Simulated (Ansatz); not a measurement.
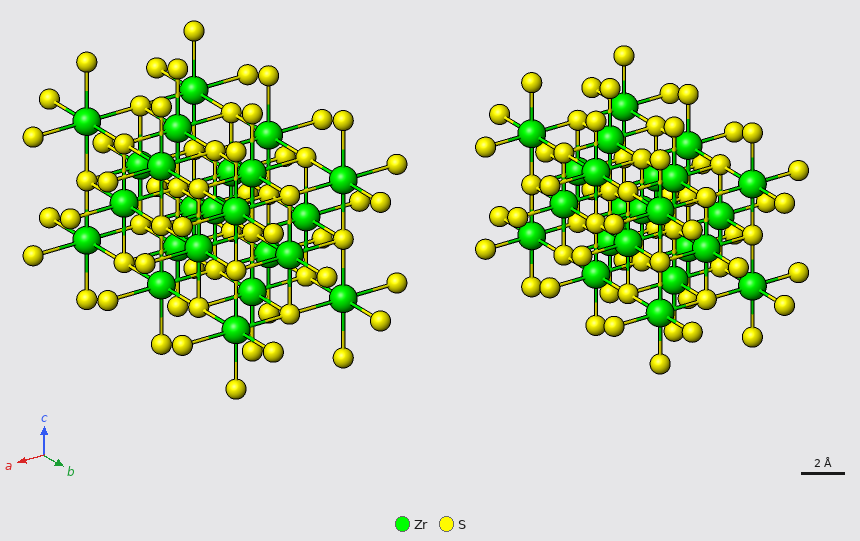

Two geometries of a crystal of ZrS (set up in Fm-3m) (coarse preliminary run), drawn at one scale. One is the start of a relaxation, the other its converged end. The picture is a ball-and-stick view of the conventional cell (4 times the calculation's cell), repeated 1 × 2 × 1 with one cell outlined, seen from a free direction. Lengths and directions refer to the drawn axes.

Theory: DFT LDA, scalar-relativistic, plane waves, PAW in Ansatz. (plane-wave cutoff 360 eV; k-point mesh 1 × 1 × 1; occupations gaussian; smearing width 0.1 eV; collinear spin; cell relaxed at fixed shape; force threshold 0.007 eV/Å; at most 30 steps)

Which one is relaxed?

Answer. The left one is the relaxed one. Case: input drawn at random. The atoms keep their places relative to the cell (all moves are under 0.005 Å). The drawn cell changes as follows: a = b = c 5.250 → 6.101 Å (+16.2 %); the volume changes by +57.0 %. Among the contacts that change: S–Zr 2.625 → 3.051 Å. The space group stays Fm-3m (No. 225). Over 7 accepted moves (9 points after the start) the energy falls by 950 meV per atom. All forces vanish by symmetry, so only the cell relaxes. Pressure: 43.63 GPa at the start and −0.01 GPa at the end. The SCF was repeated twice at an unchanged geometry on a basis and grid sized afresh for the cell, which shifted the energy by 62.7 meV per atom at most. The run took roughly 12 core-seconds on a shared host.

Limits of the set-up: the k-point mesh is coarse for a cell with partly filled bands; the cutoff lies below the recommended one.
